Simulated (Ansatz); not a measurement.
**IrO2 (P4_2/mnm): convergence test of the k-point mesh**

How fine a k-point mesh does IrO2 (P4_2/mnm) need? Aim: a convergence test of the k-point mesh, for IrO2 (P4_2/mnm), run from a script.

A COD entry behind a cell of this session may itself be a prediction, so a difference from it is no test against experiment.

Program: the Python package of Ansatz 0.2.0. Level of theory: DFT PBE, plane waves, PAW. These are calculated values, not measurements.

## 1. The structure

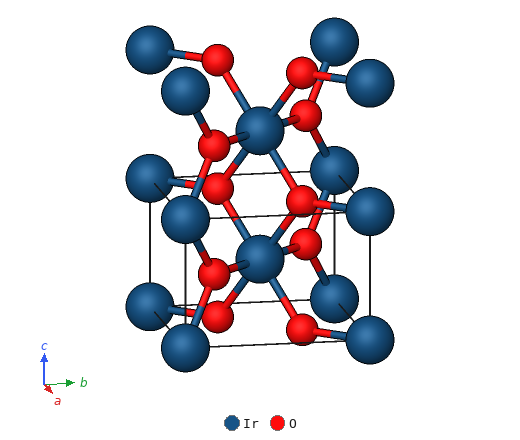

The structure that the script starts from, seen slightly off an axis (iridium blue, oxygen red). 1×1×2 cells are drawn. Atoms on cell faces are repeated.

POSCAR, read by the script:

```text
IrO2
1.0
   4.50510000    0.00000000    0.00000000
   0.00000000    4.50510000    0.00000000
   0.00000000    0.00000000    3.15860000
Ir O
2 4
Direct
   0.00000000    0.00000000    0.00000000
   0.50000000    0.50000000    0.50000000
   0.30770000    0.30770000    0.00000000
   0.19230000    0.80770000    0.50000000
   0.69230000    0.69230000    0.00000000
   0.80770000    0.19230000    0.50000000
```

## 2. The script

kconv.py reads:

```python
"""k-point test for IrO2."""

import ansatz as az
from ase.io import read
import pandas as pd


def main() -> None:
    atoms = read("POSCAR", format="vasp")
    cell = az.Crystal.from_ase(atoms)

    setup = cell.calculation()
    setup = setup.occupations("fermi_dirac", width=0.15).pseudopotentials("paw")
    setup = setup.functional("pbe")

    rows = []
    for value in [(2, 2, 2), (2, 2, 3), (3, 3, 4), (4, 4, 6), (5, 5, 7), (6, 6, 9)]:
        summary = setup.kpoints(*value).run(threads=1).report
        rows.append((value, summary["free_energy_ev"] / len(summary["lattice"]["sites"]), summary["n_iterations"], summary["n_kpoints"]))

    table = pd.DataFrame(rows, columns=["mesh", "F/atom (eV)", "iterations", "k-points"])
    print(table.round(5).to_string(index=False))

    # differences from the last row
    for row in rows[:-1]:
        shift = 1000 * (row[1] - rows[-1][1])
        print(f"{row[0]}: {shift:+.2f} meV/atom" + ("  (within 2 meV)" if abs(shift) < 2 else ""))


if __name__ == "__main__":
    main()
```

## 3. The calls as engine input

The package turns the script's settings into the engine's input (first run):

```yaml
crystal:
  lattice:
    - [4.5051, 0.0, 0.0]
    - [0.0, 4.5051, 0.0]
    - [0.0, 0.0, 3.1586]
  atoms:
    - { symbol: Ir, position: [0.0, 0.0, 0.0] }
    - { symbol: Ir, position: [0.5, 0.5, 0.5] }
    - { symbol: O, position: [0.3077, 0.3077, 0.0] }
    - { symbol: O, position: [0.1923, 0.8077, 0.5] }
    - { symbol: O, position: [0.6923, 0.6923, 0.0] }
    - { symbol: O, position: [0.8077, 0.1923, 0.5] }
kpoints:
  mp_grid:
    grid: [2, 2, 2]
hamiltonian:
  xc: pbe
  pseudopotentials:
    kind: paw
scf:
  occupations:
    method: fermi_dirac
    width: 0.15
```

## 4. The run

Launch:

```bash
> python kconv.py
```

The log of the run:

```text
DeckWarning: basis.ecutwfc = 420 eV, auto-derived from the records' recommended cutoffs: set by Ir (normal level)
     mesh  F/atom (eV)  iterations  k-points
(2, 2, 2)  -4355.94158           7         6
(2, 2, 3)  -4355.87037           6         6
(3, 3, 4)  -4355.89301           6         9
(4, 4, 6)  -4355.89042           6        24
(5, 5, 7)  -4355.89002           6        24
(6, 6, 9)  -4355.89031           6        50
(2, 2, 2): -51.27 meV/atom
(2, 2, 3): +19.95 meV/atom
(3, 3, 4): -2.69 meV/atom
(4, 4, 6): -0.11 meV/atom  (within 2 meV)
(5, 5, 7): +0.29 meV/atom  (within 2 meV)
```

(Warnings from the package without file and line.)

It took 14 s on 1 thread of Arm Neoverse V1, shared host; peak memory 0.5 GiB.

## 5. What changed from run to run

The engine's inputs for some of the other runs:

Run 3, against run 1:

```diff
@@ -15 +15 @@
-    grid: [2, 2, 2]
+    grid: [3, 3, 4]
```

Run 4, against run 1:

```diff
@@ -15 +15 @@
-    grid: [2, 2, 2]
+    grid: [4, 4, 6]
```

Run 6, against run 1:

```diff
@@ -15 +15 @@
-    grid: [2, 2, 2]
+    grid: [6, 6, 9]
```

## 6. What each run gave

From the records of these 6 runs:

```csv
run,k mesh,energy from run 6 (meV/atom),SCF cycles,CPU time (s)
1,"[2, 2, 2]",-51.27,7,1
2,"[2, 2, 3]",19.95,6,0.73
3,"[3, 3, 4]",-2.69,6,1
4,"[4, 4, 6]",-0.11,6,2.4
5,"[5, 5, 7]",0.29,6,2.3
6,"[6, 6, 9]",0.00,6,4.8
```

Energies are free energies F = E - TS of the smeared occupations. 

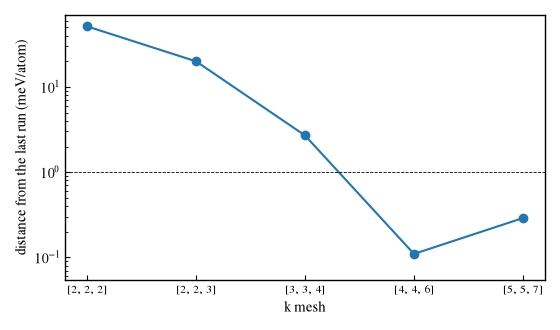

How far each run lies from the last one; the dashed line marks 1 meV/atom.

## 7. What came out

| quantity | value |
| --- | --- |
| runs compared | 6 |
| last run but one, from the last | +0.29 meV/atom |
| within 5 meV/atom of the last run from | [3, 3, 4] |

What this shows: From 4×4×6 on it stays within 2 meV an atom of the value at 6×6×9; the first row (2×2×2) is off by 51.3 meV and the last but one by 0.29 meV. This holds for F at a smearing of 0.15 eV; a narrower one needs a denser mesh. It goes up and down, since the sum over k-points isn't variational. Spin is left out of this run. The smearing is wide enough that free energy and stress hold a thermal part of the electrons. Spin-orbit coupling, which matters for elements this heavy, is left out. Shifts are counted from the finest mesh, which is itself no proven limit.
